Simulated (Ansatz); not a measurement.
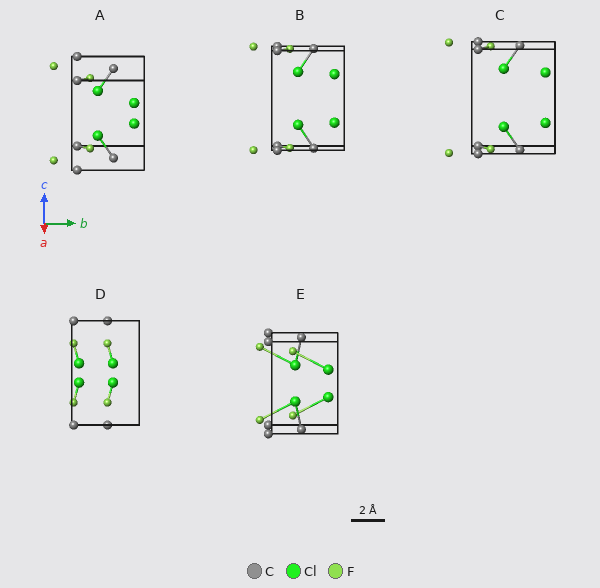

5 geometries from one relaxation of solid CCl₂F₂ (built on the MgH2O2-5 type type), in shuffled order. The picture is a ball-and-stick view of the conventional cell (2 times the calculation's cell), seen along the a axis. Lengths and directions refer to the drawn axes.

Theory: Ansatz, DFT, PBEsol, plane waves, PAW. (plane-wave cutoff 420 eV; k-point mesh 6 × 6 × 4; occupations fermi dirac; smearing width 0.03 eV; no spin polarisation; cell and atoms relaxed; force threshold 0.01 eV/Å; at most 120 steps)

Question: Order the frames from highest to lowest energy.

Answer: D, E, A, B, C. They are steps 0, 9, 16, 23, 51, at +4284 meV per atom, +1740 meV per atom, +130 meV per atom, +33.5 meV per atom relative to the last. Over 45 accepted moves (51 points after the start) the energy falls by 4284 meV per atom. Largest force component: 25 eV/Å at the start, 0.0057 eV/Å at the end. Pressure: 42.21 GPa at the start and 0.01 GPa at the end. The line search rejected the trial step at point 38 of the run. The SCF was repeated 5 times at an unchanged geometry on a basis and grid sized afresh for the cell, which shifted the energy by 13.5 meV per atom at most. The largest moves relative to the cell, 2.20 Å, are those of F atoms. By element the largest moves are F 2.20 Å, Cl 2.12 Å, C 0.24 Å. Cell: a 7.331 → 9.247 Å (+26.1 %), b 4.214 → 5.184 Å (+23.0 %), c 6.500 → 6.584 Å (+1.3 %), β 94.9° → 102.9°. Volume +53.8 %. Near-neighbour distances that change, for instance: Cl–Cl 2.514 → 5.180 Å, Cl–F 1.291 → 3.861 Å, C–Cl 3.404 → 1.766 Å, C–F 2.815 → 1.335 Å. New bonds form, among them: C–Cl (3.40 → 1.77 Å), C–F (2.81 → 1.34 Å). Bonds break, among them: Cl–F (1.29 → 3.86 Å). The space group stays C2 (No. 5).
